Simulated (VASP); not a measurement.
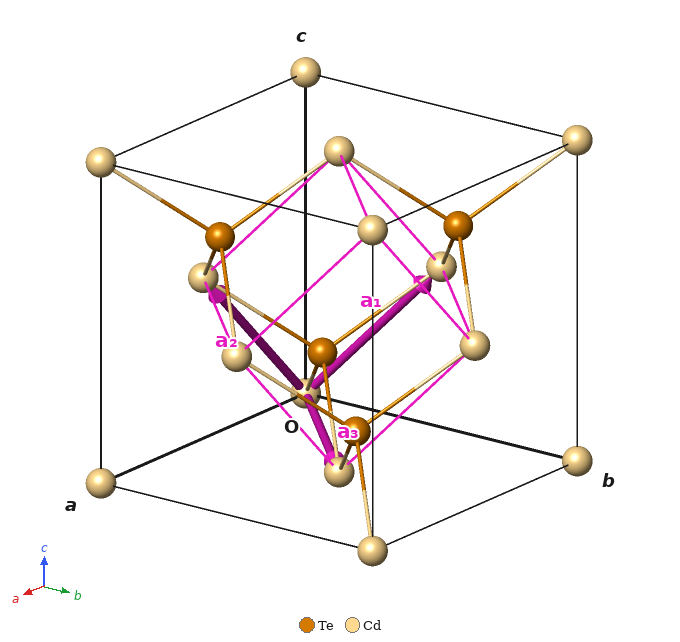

The conventional cell (thin) and a primitive cell (coloured, vectors a₁, a₂, a₃). Crystal: CdTe, an entry of the Crystallography Open Database, as set up for an electronic-structure calculation. All values are computed from the atomic coordinates in the standard setting (tolerance 0.002 Å).

a = 6.410 Å, b = 6.410 Å, c = 6.410 Å, α = 90.00°, β = 90.00°, γ = 90.00°.

### What is the centring, and how are the primitive vectors built?

F, face-centred cubic, with lattice points at (0, 0, 0), (1/2, 1/2, 0), (1/2, 0, 1/2), (0, 1/2, 1/2). a₁ = 1/2 b + 1/2 c; a₂ = 1/2 a + 1/2 c; a₃ = 1/2 a + 1/2 b.

### Give the primitive cell's size and content.

Edges 4.533, 4.533, 4.533 Å; angles 60.00°, 60.00°, 60.00°; volume 65.84 Å³, 1/4 of the conventional cell; 2 of its 8 atoms.
